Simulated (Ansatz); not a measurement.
Input

```
crystal:
  lattice:
    - [2.8321726458, 0.0, 0.0]
    - [0.0, 4.5795363026, 0.0]
    - [0.0, 0.0, 24.2539878097]
  atoms:
    - { symbol: Ti, position: [0.5, 0.0, 0.3092274994] }
    - { symbol: Ti, position: [0.0, 0.5, 0.3637339281] }
    - { symbol: Ti, position: [0.5, 0.0, 0.4182403569] }
    - { symbol: Ti, position: [0.5, 0.5, 0.4727467856] }
    - { symbol: Ti, position: [0.0, 0.0, 0.5272532144] }
    - { symbol: Ti, position: [0.5, 0.5, 0.5817596431] }
    - { symbol: Ti, position: [0.5, 0.0, 0.6362660719] }
    - { symbol: Ti, position: [0.0, 0.5, 0.6907725006] }
basis:
  ecutwfc: 420
kpoints:
  mp_grid: { grid: [12, 8, 1] }
hamiltonian:
  xc: pbe
scf:
  occupations: { method: gaussian, width: 0.1 }
output:
  forces: true
  stress: true
  eigenvalues: true
  write_density: true
  write_potential: true
  elf: true
  volumetric_format: npy
efield:
  axis: 3
  dipole_correction: true
  ramp_width: 0.04
```

Command:

```sh
ansatz run input.yaml --threads 1 --pin off --max-ram 2560MiB --backend cpu --events-out ev --progress --plain --runs-dir out
```

Not relaxed (largest force 0.9 eV/Å); computed without spin polarisation.

Method: DFT PBE, scalar-relativistic, plane waves, PAW in Ansatz 0.2.0.

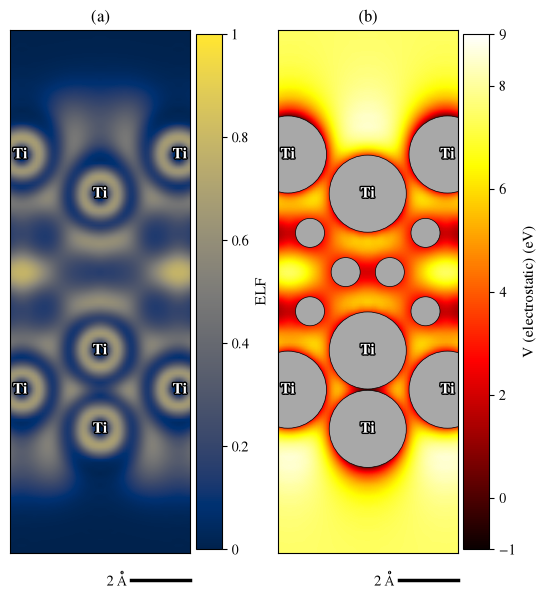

Ti (slab). (a) ELF; (b) electrostatic potential energy of an electron on the (11̄0) plane of the calculation cell, a cut from vacuum to vacuum. Grey discs cover the atomic cores in the potential map.

Core electrons are frozen (PAW), and the valence fields are smoothed inside the atomic spheres.

> What do the fields say about this system?

The plane passes through Ti nuclei.
Ti–Ti (2.64 Å): the ELF is about 0.15 at the midpoint: no shared electron pair shows on this line.
The features right at Ti lie inside the PAW spheres, where the map follows smoothed inner orbitals and isn't to be read closely.
